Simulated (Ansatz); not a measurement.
## Where Ta_Al puts its levels in the gap of AlN (P6_3mc)

Aim: at which Fermi levels does Ta_Al in AlN (P6_3mc) change its charge? The model is a cell of 72 host atoms with 1 Al taken out and 1 Ta put in.

Method: place-levels on r2SCAN runs: charge-transition levels and formation energies with image-charge correction and potential alignment at the atomic sites; PAW set soft_1, in Ansatz 0.2.0.

## 1. Set-up

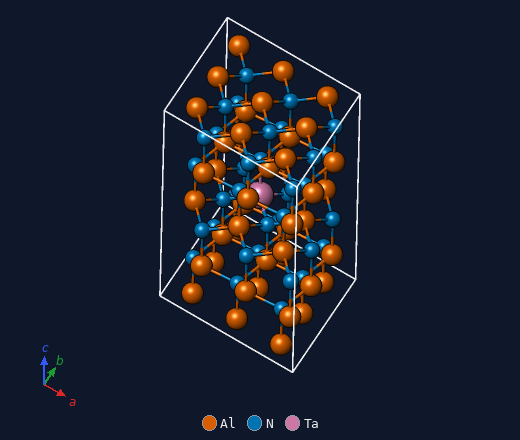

The cell as given, slightly off an axis (aluminium orange, nitrogen blue, tantalum pink). Some periodic images of atoms are drawn too.

The cell holds 72 atoms: 35 Al, 36 N and 1 Ta. Its edges and angles: a = 9.320 Å, b = 9.320 Å, c = 9.956 Å, α = 90.0°, β = 90.0°, γ = 120.0°. It derives from AlN (space group P6_3mc). Nearest the centre at fractional (0.444, 0.556, 0.500): Ta34 at 0.00 Å, N11 at 1.89 Å, N43 at 1.89 Å, N35 at 1.89 Å, N40 at 1.90 Å, Al9 at 3.07 Å, Al13 at 3.07 Å, Al41 at 3.07 Å.

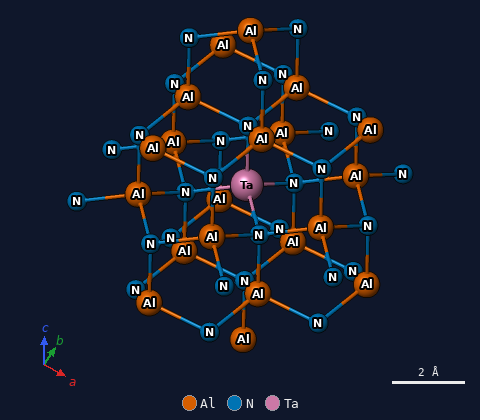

The atoms within 5 Å of the centre.

Coordinates:

```xyz
72
Lattice="9.3196 0.0000 0.0000 -4.6598 8.0710 0.0000 0.0000 0.0000 9.9565" Properties=species:S:1:pos:R:3 pbc="T T T"
Al    1.5533    0.8968    2.4852
Al    0.0000    1.7936    4.9743
N     1.5533    0.8968    4.3848
N     0.0000    1.7936    1.8957
Al    1.5533    0.8968    7.4634
Al    0.0000    1.7936    9.9525
N     1.5533    0.8968    9.3631
N     0.0000    1.7936    6.8739
Al    0.0000    3.5871    2.4852
Al   -1.5533    4.4839    4.9743
N     0.0000    3.5871    4.3848
N    -1.5533    4.4839    1.8957
Al    0.0000    3.5871    7.4634
Al   -1.5533    4.4839    9.9525
N     0.0000    3.5871    9.3631
N    -1.5533    4.4839    6.8739
Al   -1.5533    6.2774    2.4852
Al   -3.1065    7.1742    4.9743
N    -1.5533    6.2774    4.3848
N    -3.1065    7.1742    1.8957
Al   -1.5533    6.2774    7.4634
Al   -3.1065    7.1742    9.9525
N    -1.5533    6.2774    9.3631
N    -3.1065    7.1742    6.8739
Al    4.6598    0.8968    2.4852
Al    3.1065    1.7936    4.9743
N     4.6598    0.8968    4.3848
N     3.1065    1.7936    1.8957
Al    4.6598    0.8968    7.4634
Al    3.1065    1.7936    9.9525
N     4.6598    0.8968    9.3631
N     3.1065    1.7936    6.8739
Al    3.1065    3.5871    2.4852
Ta    1.5533    4.4839    4.9743
N     3.1065    3.5871    4.3848
N     1.5533    4.4839    1.8957
Al    3.1065    3.5871    7.4634
Al    1.5533    4.4839    9.9525
N     3.1065    3.5871    9.3631
N     1.5533    4.4839    6.8739
Al    1.5533    6.2774    2.4852
Al    0.0000    7.1742    4.9743
N     1.5533    6.2774    4.3848
N     0.0000    7.1742    1.8957
Al    1.5533    6.2774    7.4634
Al    0.0000    7.1742    9.9525
N     1.5533    6.2774    9.3631
N     0.0000    7.1742    6.8739
Al    7.7663    0.8968    2.4852
Al    6.2130    1.7936    4.9743
N     7.7663    0.8968    4.3848
N     6.2130    1.7936    1.8957
Al    7.7663    0.8968    7.4634
Al    6.2130    1.7936    9.9525
N     7.7663    0.8968    9.3631
N     6.2130    1.7936    6.8739
Al    6.2130    3.5871    2.4852
Al    4.6598    4.4839    4.9743
N     6.2130    3.5871    4.3848
N     4.6598    4.4839    1.8957
Al    6.2130    3.5871    7.4634
Al    4.6598    4.4839    9.9525
N     6.2130    3.5871    9.3631
N     4.6598    4.4839    6.8739
Al    4.6598    6.2774    2.4852
Al    3.1065    7.1742    4.9743
N     4.6598    6.2774    4.3848
N     3.1065    7.1742    1.8957
Al    4.6598    6.2774    7.4634
Al    3.1065    7.1742    9.9525
N     4.6598    6.2774    9.3631
N     3.1065    7.1742    6.8739
```

Screening for the image-charge correction: ε∞ = (4.49, 4.49, 4.72), ε0 = (8.15, 8.15, 9.65), computed on the host (DFPT, PBEsol, on the r2SCAN cell), and a cell off the functional's own equilibrium shifts the ionic part.

The cell's shortest repeat is 9.3 Å.

## 2. Charge states

A transition level is the Fermi level at which two charge states cost the same, so each charge needs its own total energy, at its own relaxed structure.

Each atom starts 0.05 Å or so off its site in a random direction: a symmetric start keeps its symmetry, and would miss off-centre moves and Jahn–Teller distortions. Forces are taken at one point at (¼, ¼, ¼). The cell holds 1 electron more than the neutral one, with a uniform background that keeps it neutral on the whole. The electron count is odd, so at least one spin is unpaired; this run locks the moment at 1 μB.

The sampling was tested on the host first: at the k-points planned (1x1x1 shifted 0.25 0.25 0.25) its energy lies -0.014 eV an atom from the dense-mesh value, under the bound of 0.02 eV set for this test; that bounds the host's error, not the defect's.

One state's input; the others differ in charge, spin, start and seed, and in occupations where the table says so.

Contents of qm1_M1.relax/input.yaml:

```yaml
crystal:
  lattice:
    - [9.31956554, 9.0e-08, 0.0]
    - [-4.65978284, 8.07098046, 0.0]
    - [0.0, 0.0, 9.95647772]
  atoms:
    - { symbol: Al, position: [0.22222222, 0.11111111, 0.24960167] }
    - { symbol: Al, position: [0.11111111, 0.22222222, 0.49960167] }
    - { symbol: "N", position: [0.22222222, 0.11111111, 0.44039833] }
    - { symbol: "N", position: [0.11111111, 0.22222222, 0.19039833] }
    - { symbol: Al, position: [0.22222222, 0.11111111, 0.74960167] }
    - { symbol: Al, position: [0.11111111, 0.22222222, 0.99960167] }
    - { symbol: "N", position: [0.22222222, 0.11111111, 0.94039833] }
    - { symbol: "N", position: [0.11111111, 0.22222222, 0.69039833] }
    - { symbol: Al, position: [0.22222222, 0.44444444, 0.24960167] }
    - { symbol: Al, position: [0.11111111, 0.55555556, 0.49960167] }
    - { symbol: "N", position: [0.22222222, 0.44444444, 0.44039833] }
    - { symbol: "N", position: [0.11111111, 0.55555556, 0.19039833] }
    - { symbol: Al, position: [0.22222222, 0.44444444, 0.74960167] }
    - { symbol: Al, position: [0.11111111, 0.55555556, 0.99960167] }
    - { symbol: "N", position: [0.22222222, 0.44444444, 0.94039833] }
    - { symbol: "N", position: [0.11111111, 0.55555556, 0.69039833] }
    - { symbol: Al, position: [0.22222222, 0.77777778, 0.24960167] }
    - { symbol: Al, position: [0.11111111, 0.88888889, 0.49960167] }
    - { symbol: "N", position: [0.22222222, 0.77777778, 0.44039833] }
    - { symbol: "N", position: [0.11111111, 0.88888889, 0.19039833] }
    - { symbol: Al, position: [0.22222222, 0.77777778, 0.74960167] }
    - { symbol: Al, position: [0.11111111, 0.88888889, 0.99960167] }
    - { symbol: "N", position: [0.22222222, 0.77777778, 0.94039833] }
    - { symbol: "N", position: [0.11111111, 0.88888889, 0.69039833] }
    - { symbol: Al, position: [0.55555556, 0.11111111, 0.24960167] }
    - { symbol: Al, position: [0.44444444, 0.22222222, 0.49960167] }
    - { symbol: "N", position: [0.55555556, 0.11111111, 0.44039833] }
    - { symbol: "N", position: [0.44444444, 0.22222222, 0.19039833] }
    - { symbol: Al, position: [0.55555556, 0.11111111, 0.74960167] }
    - { symbol: Al, position: [0.44444444, 0.22222222, 0.99960167] }
    - { symbol: "N", position: [0.55555556, 0.11111111, 0.94039833] }
    - { symbol: "N", position: [0.44444444, 0.22222222, 0.69039833] }
    - { symbol: Al, position: [0.55555556, 0.44444444, 0.24960167] }
    - { symbol: Ta, position: [0.44444444, 0.55555556, 0.49960167] }
    - { symbol: "N", position: [0.55555556, 0.44444444, 0.44039833] }
    - { symbol: "N", position: [0.44444444, 0.55555556, 0.19039833] }
    - { symbol: Al, position: [0.55555556, 0.44444444, 0.74960167] }
    - { symbol: Al, position: [0.44444444, 0.55555556, 0.99960167] }
    - { symbol: "N", position: [0.55555556, 0.44444444, 0.94039833] }
    - { symbol: "N", position: [0.44444444, 0.55555556, 0.69039833] }
    - { symbol: Al, position: [0.55555556, 0.77777778, 0.24960167] }
    - { symbol: Al, position: [0.44444444, 0.88888889, 0.49960167] }
    - { symbol: "N", position: [0.55555556, 0.77777778, 0.44039833] }
    - { symbol: "N", position: [0.44444444, 0.88888889, 0.19039833] }
    - { symbol: Al, position: [0.55555556, 0.77777778, 0.74960167] }
    - { symbol: Al, position: [0.44444444, 0.88888889, 0.99960167] }
    - { symbol: "N", position: [0.55555556, 0.77777778, 0.94039833] }
    - { symbol: "N", position: [0.44444444, 0.88888889, 0.69039833] }
    - { symbol: Al, position: [0.88888889, 0.11111111, 0.24960167] }
    - { symbol: Al, position: [0.77777778, 0.22222222, 0.49960167] }
    - { symbol: "N", position: [0.88888889, 0.11111111, 0.44039833] }
    - { symbol: "N", position: [0.77777778, 0.22222222, 0.19039833] }
    - { symbol: Al, position: [0.88888889, 0.11111111, 0.74960167] }
    - { symbol: Al, position: [0.77777778, 0.22222222, 0.99960167] }
    - { symbol: "N", position: [0.88888889, 0.11111111, 0.94039833] }
    - { symbol: "N", position: [0.77777778, 0.22222222, 0.69039833] }
    - { symbol: Al, position: [0.88888889, 0.44444444, 0.24960167] }
    - { symbol: Al, position: [0.77777778, 0.55555556, 0.49960167] }
    - { symbol: "N", position: [0.88888889, 0.44444444, 0.44039833] }
    - { symbol: "N", position: [0.77777778, 0.55555556, 0.19039833] }
    - { symbol: Al, position: [0.88888889, 0.44444444, 0.74960167] }
    - { symbol: Al, position: [0.77777778, 0.55555556, 0.99960167] }
    - { symbol: "N", position: [0.88888889, 0.44444444, 0.94039833] }
    - { symbol: "N", position: [0.77777778, 0.55555556, 0.69039833] }
    - { symbol: Al, position: [0.88888889, 0.77777778, 0.24960167] }
    - { symbol: Al, position: [0.77777778, 0.88888889, 0.49960167] }
    - { symbol: "N", position: [0.88888889, 0.77777778, 0.44039833] }
    - { symbol: "N", position: [0.77777778, 0.88888889, 0.19039833] }
    - { symbol: Al, position: [0.88888889, 0.77777778, 0.74960167] }
    - { symbol: Al, position: [0.77777778, 0.88888889, 0.99960167] }
    - { symbol: "N", position: [0.88888889, 0.77777778, 0.94039833] }
    - { symbol: "N", position: [0.77777778, 0.88888889, 0.69039833] }
  host:
    repeats: [3, 3, 2]
    atoms:
      - { symbol: Al, position: [0.66666667, 0.33333333, 0.49920333] }
      - { symbol: Al, position: [0.33333333, 0.66666667, 0.99920333] }
      - { symbol: "N", position: [0.66666667, 0.33333333, 0.88079667] }
      - { symbol: "N", position: [0.33333333, 0.66666667, 0.38079667] }
total_charge: -1
basis:
  ecutwfc: 500
  xc_grid: 2
hamiltonian:
  xc: r2scan
  pseudopotentials: { kind: paw, azcp: { folder: soft_1 } }
kpoints:
  mp_grid: { grid: [1, 1, 1], shift: [0.25, 0.25, 0.25] }
magnetization:
  spin_polarized: true
  initial_magnetization: 1
  spin_locking: { lock_magnetization: hard }
scf:
  occupations: { method: fixed }
  max_iter: 80
output:
  forces: true
  charged_corrections:
    epsilon: [4.49, 4.49, 4.72]
    static_epsilon: [8.15, 8.15, 9.65]
    defect_position: [0.444444, 0.555556, 0.499602]
relax:
  f_tol: 0.02
  max_steps: 80
  random_displacement: { amplitude: 0.05, seed: 8523 }
checkpoint:
  write: "../qm1_M1.relax.run"
  compress: false
  write_wavefunctions: true
  write_every: 100000
```

On the command line:

```sh
ansatz run input.yaml --threads 4 --pin off --max-ram 7536MiB --backend cpu --events-out ev --progress --plain --runs-dir out
```

The relaxed structure is kept and the sampling changed to a 2×2×2 shifted mesh.

The run of this state that the levels use, under r2SCAN:

Contents of qm1_M1.point/input.yaml:

```yaml
crystal:
  checkpoint: "../qm1_M1.relax.run"
  host: checkpoint
total_charge: -1
basis:
  ecutwfc: 500
  xc_grid: 2
hamiltonian:
  xc: r2scan
  pseudopotentials: { kind: paw, azcp: { folder: soft_1 } }
kpoints:
  mp_grid: { grid: [2, 2, 2], shift: [0.5, 0.5, 0.5] }
magnetization:
  spin_polarized: true
  initial_magnetization: 1
  spin_locking: { lock_magnetization: hard }
scf:
  occupations: { method: fermi_dirac, width: 0.01 }
  max_iter: 80
output:
  forces: true
  eigenvalues: true
  charged_corrections:
    epsilon: [4.49, 4.49, 4.72]
    static_epsilon: [8.15, 8.15, 9.65]
    defect_position: [0.444444, 0.555556, 0.499602]
  eigenstates: { localisation: true }
  populations: true
  efg: {}
checkpoint:
  read: "../qm1_M1.relax.run"
  write: "../qm1_M1.point.run"
  compress: false
  write_wavefunctions: false
  write_every: 100000
```

Relaxations under r2SCAN at one point at (¼, ¼, ¼); times on 4 threads of Arm Neoverse V2, shared host:

```csv
charge,moment (μB),occupations,outcome,steps,largest displacement against the far atoms (Å),time
−1,1,fixed,converged,12,0.33,5 min
0,0,fixed,converged,13,0.36,2.6 min
+1,1,fixed,converged,9,0.17,4.7 min
+2,0,fixed,converged,9,0.09,1.7 min
0,2,fixed,converged,7,0.30,3.2 min
```

Single points under r2SCAN at a 2×2×2 shifted mesh; times on 4 threads of Arm Neoverse V2, shared host:

```csv
charge,moment (μB),occupations,outcome,time
−1,1,fermi-dirac,converged,3.2 min
0,0,fermi-dirac,converged,77 s
+1,1,fermi-dirac,converged,3.5 min
+2,0,fermi-dirac,converged,76 s
0,2,fermi-dirac,converged,3.1 min
```

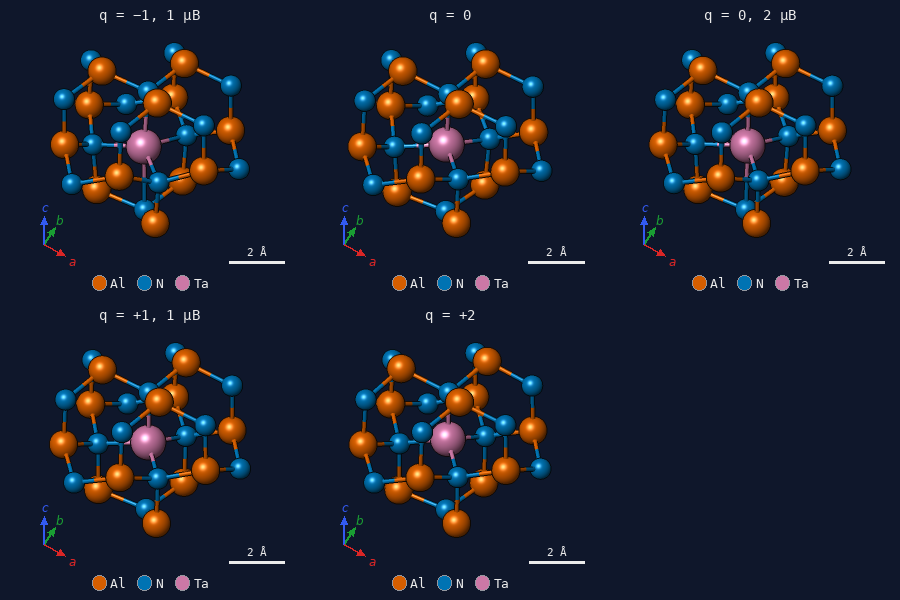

The structures near the centre after relaxation with r2SCAN, by charge.

Distances (Å) from Ta34 to the nearest atoms after relaxation with r2SCAN:

```csv
charge,moment (μB),1.,2.,3.,4.,5.,6.
−1,1,N 2.05,N 2.05,N 2.12,N 2.27,N 2.71,Al 2.87
0,0,N 1.96,N 1.96,N 2.12,N 2.22,N 2.69,Al 2.88
0,2,N 2.03,N 2.04,N 2.04,N 2.22,N 2.69,Al 2.90
+1,1,N 1.94,N 2.00,N 2.01,N 2.08,N 2.83,Al 2.99
+2,0,N 1.93,N 1.94,N 1.94,N 1.95,N 2.97,Al 3.11
```

(Part 1 of 2 ends here.)

[Logs are printed without paths, hosts, clocks, repeated set-up lines and the standing remarks that a program may print on its own settings, such as how far it seeks lower states.]

[Hosts, paths, dates, database ids (printed as entryN), source tags and the programs' standing remarks are cut or masked in the printed files.]

[Where a table of states has a column of steps, it counts the stored structures, which are thinned; the runs took as many ionic steps or more.]

[A defect's name tells the site on which it was built; relaxed atoms can leave that site.]

[For some hosts the program warned that the k-mesh of the response run may be too coarse for force constants and the static dielectric constant; such warnings are not shown here.]
